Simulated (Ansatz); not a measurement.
The coordinates of a crystal:

```yaml
crystal:
  lattice:
    - [3.04201, 0.00000, 0.00000]
    - [-1.52100, 2.63446, 0.00000]
    - [0.00000, 0.00000, 5.27108]
  atoms:
    - { symbol: Co, position: [0.33333, 0.66667, 0.01011] }
    - { symbol: Co, position: [0.66667, 0.33333, 0.51011] }
    - { symbol: O, position: [0.33333, 0.66667, 0.36489] }
    - { symbol: O, position: [0.66667, 0.33333, 0.86489] }
```

Characterise the structure given above.

The solid is CoO. Its lattice is primitive hexagonal, its space group P6_3mc (No. 186). In terms of structure types, this is wurtzite. With Z = 2, the cell contains 2 Co, 2 O. The neighbours of Co are four O in a distorted tetrahedral arrangement at 1.87 to 1.92 Å. O sits among four Co in a distorted tetrahedral arrangement at 1.87 to 1.92 Å. The bonds build a three-dimensional framework.

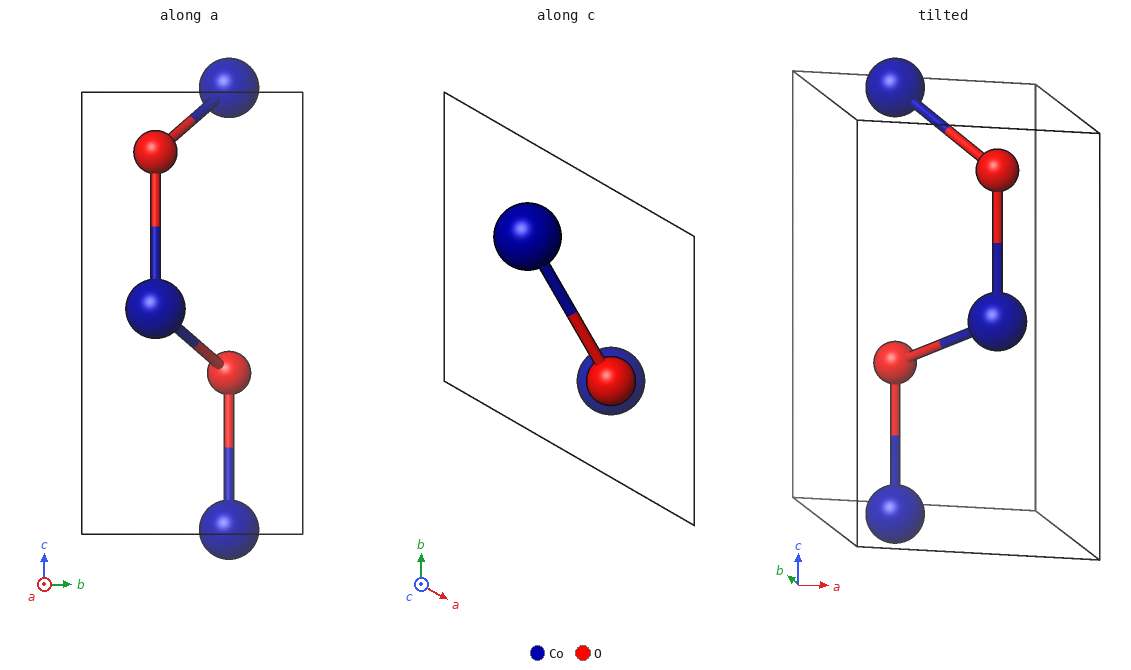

Shown here is a ball-and-stick view of the crystal, taken along the a axis, along the c axis and slightly off an axis. The wireframe shows the conventional unit cell.

The structure comes from a structure listed in the Materials Project. Earlier steps of the study, as a rule a relaxation of our own, may have changed the cell and positions, so they can lie some per cent off the listed ones. A calculation with Ansatz used it as input.
